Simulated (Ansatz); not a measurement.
## Run report: Pt, band-structure calculation

System: Pt (Fm-3m, 1 atom in the cell).
Method: DFT PBE, spin-orbit coupling, plane waves, PAW (Ansatz 0.2.0).

Figures and captions count atoms from 1; the log counts them from 0 in places.

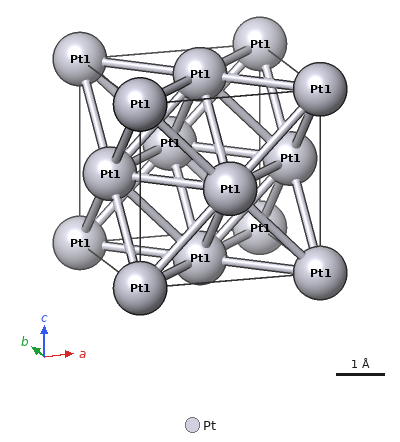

*The structure as given in the input (ball-and-stick view of the cell 4 times as large as that of the calculation, set on its symmetry axes, seen slightly off an axis; atoms are numbered from 1 in the order of the input).*

Summary:

| quantity | value |
| --- | --- |
| outcome | converged |
| space group (tolerance 0.01 Å) | Fm-3m (225) |
| electrons treated | 18 |
| free energy | −12557.6562 eV |
| Fermi energy | 22.344 eV |
| gap on the k-point mesh | none (metallic) |
| net moment of the cell | 0.00 μB |
| integrated absolute moment | 0.00 μB |
| pressure | 0.00 GPa |
| largest force (length of the vector) | under 0.001 eV/Å |
| hardware | 4 threads of an Arm (aarch64) CPU, shared host |
| wall time | 38 s (CPU time 2.4 min) |
| peak memory | 0.84 GiB |

Input file:
```yaml
crystal:
  lattice:
    - [0.0, 1.9862014225, 1.9862014225]
    - [1.9862014225, 0.0, 1.9862014225]
    - [1.9862014225, 1.9862014225, 0.0]
  atoms:
    - { symbol: Pt, position: [0.0, 0.0, 0.0] }
basis:
  ecutwfc: 600
  ecutrho_ratio: 5
kpoints:
  mp_grid: { grid: [18, 18, 18] }
  band_path:
    path:
      - [[0.0, 0.0, 0.0], [0.5, 0.0, 0.5], [0.625, 0.25, 0.625]]
      - [[0.375, 0.375, 0.75], [0.0, 0.0, 0.0], [0.5, 0.5, 0.5], [0.5, 0.25, 0.75], [0.5, 0.0, 0.5]]
    npoints: 10
hamiltonian:
  xc: pbe
scf:
  occupations: { method: gaussian, width: 0.05 }
  n_extra_bands: 20
output:
  forces: true
  stress: true
  eigenvalues: true
  populations: true
  dos: { projected: true, de: 0.02, nscf_kmesh: { grid: [27, 27, 27] } }
  bader: true
magnetization:
  noncollinear: true
  spin_orbit: true
checkpoint:
  read: start.run
  write: ck
  compress: false
  write_wavefunctions: false
  write_every: 100000
```

What the program printed:
```
scf.n_extra_bands = 20 over 18 filled bands (N_el = 18.0): the run solves 38 bands
Engine: ansatz 0.2.0, aarch64-unknown-linux-gnu
Pseudopotentials: kind: paw_fr
Pseudopotential: Pt, paw_fr, valence charge 18, recommended cutoff 420 eV (normal), Pt.paw.azcp#standard-fr
Functional definition: PBE
  parameter kappa = 0.804
  parameter beta = 0.06672455060314922
  exchange = pbe_x(kappa = kappa, mu = beta*pi^2/3)
  correlation = pbe_c(beta = beta)
non-collinear run that drives no moment, with spin-orbit: no starting moment large enough to seed its density (crystal.atoms[].spin), no starting occupations that ask for one, no magnetisation constraint and no magnetic field, so the semilocal B_xc is pinned to zero
Crystal: 1 atoms, lattice volume = 15.671 Å³
Basis set: ecut = 600 eV, 531 PW (Γ), exchange–correlation on 54×54×54 points (8 copies of the dense FFT grid, shifted against one another)
Bands: 38, of which v1, the nominal top of the filled ones, is band 18 counted from 1 (17 counted from 0)
Symmetry: 48 space group operations + 48 with time reversal
Magnetic group: BNS 225.117 (UNI 1619), of the structure as read, at distance tolerance 2.5e-5 Å
k-points: 195 of 5832
Projection manifold: j_resolved (fully-relativistic pseudo-atomic orbitals)
Non-local potential: Pt, projectors of the file, l = 0: 3, l = 1: 4, l = 2: 4, l = 3: 2
PAW form: soft (Blöchl's): semilocal exchange-correlation on the pseudo side does not see the compensation charge
PAW one-centre angular grid: Pt, 590 points (default); XC on 64 Gauss nodes
Initial density: read from a saved state, or passed on in memory by an earlier SCF of this step, an earlier step, the calling program or the single point that the run made first
Stability of the state it starts from, as read at its close in the noncollinear treatment: not read negative (Ritz values of 1 − χ₀K, real part plus size of imaginary part, from 0.97 to 1.1, by its mixing steps under the symmetry group of the SCF that read it)
Initial wavefunctions: pseudopotential atomic-orbital guess
Functional: x = pbe(κ = 0.804, μ = 0.2195149727645171), c = pbe(β = 0.06672455060314922)
iter 1 solved again at ethr=5.78e-9 eV; its pass at ethr=3.10e-3 eV (dr2=1.04e-6 eV) is discarded
SCF iter   1: F=—  HF=-12557.656224 eV  |F-HF|=—  |Δ(HF+E_count)|=         —  Δρ=2.10e-6  dr2=2.23e-10  dr2_m=0.00e0 (ungated)  ethr=5.78e-9  |M|=0.00e0 ∫|m|=0.00e0 μB  |m|>n=0.0e0 m-floor=0.0e0 τ_xc=0.0e0  β_m=0.30  ⟨swp⟩=3.6  Hψ=27662  notcnv=0
preconditioner: auto → none  [metal: Δε(μ)=0.001 eV  Ē_g=24.311 eV  σ=0.050 eV  W_gap=0.01  n_scr=8 (ndim 8)  ℏωp=29.7 eV  f_vac=0.000  D(μ)=1.69/eV (n_scr^D=14)]
SCF iter   2: F=-12557.656225 eV  HF=-12557.656225 eV  |F-HF|=3.82e-11  |Δ(HF+E_count)|=   4.15e-7  Δρ=1.34e-6  dr2=7.14e-11  dr2_m=0.00e0 (ungated)  ethr=1.24e-12  |M|=0.00e0 ∫|m|=0.00e0 μB  |m|>n=0.0e0 m-floor=0.0e0 τ_xc=0.0e0  ⟨swp⟩=5.3  Hψ=11526  notcnv=0
SCF 1 converged in 2 iterations: F = -12557.656225 eV  dr2 = 7.14e-11
  greatest PAW one-centre occupation: 1.000 electrons in one spin orbital (limit 2), on the Pt atom at site 0 (counted from 0), in its partial waves of l = 0
NSCF: frozen V_eff on 62 k-points
NSCF: frozen V_eff on 560 k-points
SCF converged after 2 iterations
Magnetization: |M| = 0.0000 μB,  M = (+0.0000, +0.0000, +0.0000) μB
Absolute magnetization: 0.0000 μB (∫|m|)
  site 0: m = (+0.0000, +0.0000, +0.0000) μB, |m| = 0.0000 μB  (R = 1.16 Å)
Free energy (F): -12557.656225 eV
Harris-Foulkes:  -12557.656225 eV  (|F-HF|=3.82e-11)
Internal energy: -12557.654115 eV  (E = F + TS)
E sigma→0 (E₀):  -12557.655170 eV
Entropy (-TS):   -0.002110 eV (-2.110 meV/atom)
Fermi energy:    22.343597 eV
--- Per-component energies (eV) ---
  E_band       = -151.430800
  E_kinetic    = 636.600945
  E_local      = -1505.912888  (includes V_loc(G=0)·N_el)
  E_nonlocal   = 187.977122
  E_hartree    = 557.952643
  E_xc         = -261.686116
  E_vxc        = -302.765319  (∫ρ·V_xc dr)
  E_paw        = -9480.184474  (= ΣΔE_a)
  E_vpaw       = -283.236121  (= ΣTr[D̂ρ^β])
  E_aug_tail   = 0.000041  (compensation charges beyond the density's cutoff)
  E_ewald      = -2692.401386
  E_smearing   = -0.002110  (= −TS)
  E_closure    = 0.000000  (closes the sum)
  Σ components = -12557.656225   (vs F -12557.656225, Δ=0.00e0)
--- Forces (eV/Å), atoms counted from 1 ---
  atom   1  Pt     0.00000000     0.00000000    -0.00000000
  max |Σ_I F_I| component: 1.79e-29 eV/Å
--- Stress (GPa, compression-positive) ---
       -0.001364       0.000000      -0.000000
        0.000000      -0.001364       0.000000
       -0.000000       0.000000      -0.001364
  P = ⅓ Tr σ = -0.0014 GPa (-0.014 kbar)
--- Band table (eV; the first three rows and the last of 195) ---
  k-point 0: bands = ["-75.9260", "-75.9260", "-41.1544", "-41.1544", "-26.0484", "-26.0484", "-26.0484", "-26.0484", "12.4521", "12.4521", "18.2265", "18.2265", "18.2265", "18.2265", "19.2172", "19.2172", "20.9141", "20.9141", "20.9141", "20.9141", "36.9649", "36.9649", "41.0932", "41.0932", "41.8561", "41.8561", "41.8561", "41.8561", "46.8412", "46.8412", "52.1516", "52.1516", "53.0057", "53.0057", "53.0057", "53.0057", "53.7973", "53.7973"]
  k-point 1: bands = ["-75.9252", "-75.9252", "-41.1571", "-41.1571", "-26.0603", "-26.0603", "-26.0507", "-26.0507", "12.5718", "12.5718", "18.2185", "18.2185", "18.2544", "18.2544", "19.2352", "19.2352", "20.8697", "20.8697", "20.9105", "20.9105", "37.1458", "37.1458", "40.7808", "40.7808", "41.6823", "41.6823", "42.0307", "42.0307", "47.5098", "47.5098", "50.6921", "50.6921", "52.5399", "52.5399", "52.8521", "52.8521", "54.1701", "54.1701"]
  k-point 2: bands = ["-75.9228", "-75.9228", "-41.1649", "-41.1649", "-26.0945", "-26.0945", "-26.0575", "-26.0575", "12.9205", "12.9205", "18.1775", "18.1775", "18.3226", "18.3226", "19.3157", "19.3157", "20.7546", "20.7546", "20.9191", "20.9191", "37.6332", "37.6332", "39.5089", "39.5089", "42.0534", "42.0534", "42.5382", "42.5382", "47.6954", "47.6954", "50.0782", "50.0782", "51.1577", "51.1577", "51.2671", "51.2671", "55.1537", "55.1537"]
  k-point 194: bands = ["-75.8890", "-75.8890", "-41.2722", "-41.2722", "-26.4067", "-26.4067", "-26.3018", "-26.3018", "16.7722", "16.7722", "17.4433", "17.4433", "18.3253", "18.3253", "20.5708", "20.5708", "22.7795", "22.7795", "29.0562", "29.0562", "29.3825", "29.3825", "31.1550", "31.1550", "34.0340", "34.0340", "45.8650", "45.8650", "46.9035", "46.9035", "48.2019", "48.2019", "53.1377", "53.1377", "55.0987", "55.0987", "56.0423", "56.0423"]
--- Löwdin populations: 1 site ---
  site symbol       q [e]
     0     Pt     17.8384
  spilling = 0.008978 (of n_electrons = 18.000000)
--- Bader charges: 1 site ---
  site symbol  charge [e]  shift [e]  m_x [muB]  m_y [muB]  m_z [muB]
     0     Pt      0.0000     0.0000     0.0000     0.0000     0.0000
  estimated error of the sums over rays = 4.0e-7 e
```

File bader_charges.tsv:
```
# site	symbol	x_ang	y_ang	z_ang	partial_charge_e	electrons	volume_ang3	relative_density_drop	shared_charge_e	partial_wave_shift_e	spin_moment_x_mub	spin_moment_y_mub	spin_moment_z_mub
# quadrature_error_electrons = 4.0e-7
0	Pt	0.0000	0.0000	0.0000	0.00000	78.00000	15.67	-	0.00000	0.00000	0.00000	0.00000	0.00000
```

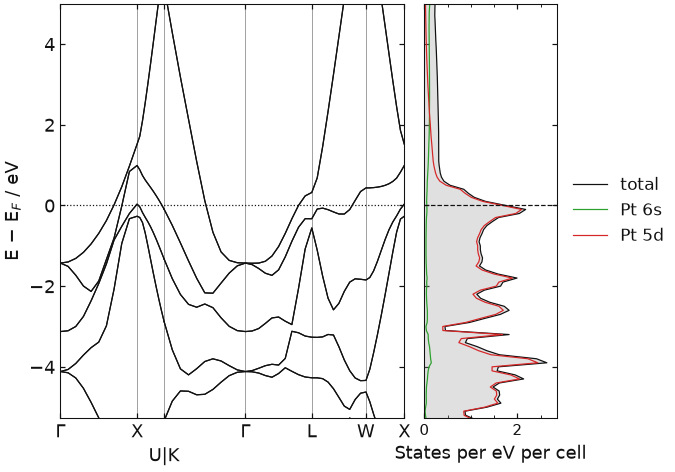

*Band structure along Γ–X–U|K–Γ–L–W–X and density of states (projected on Löwdin-orthogonalised atomic shells), with energies from the Fermi level.*

Bands cross the Fermi level: a metal at this level of theory.
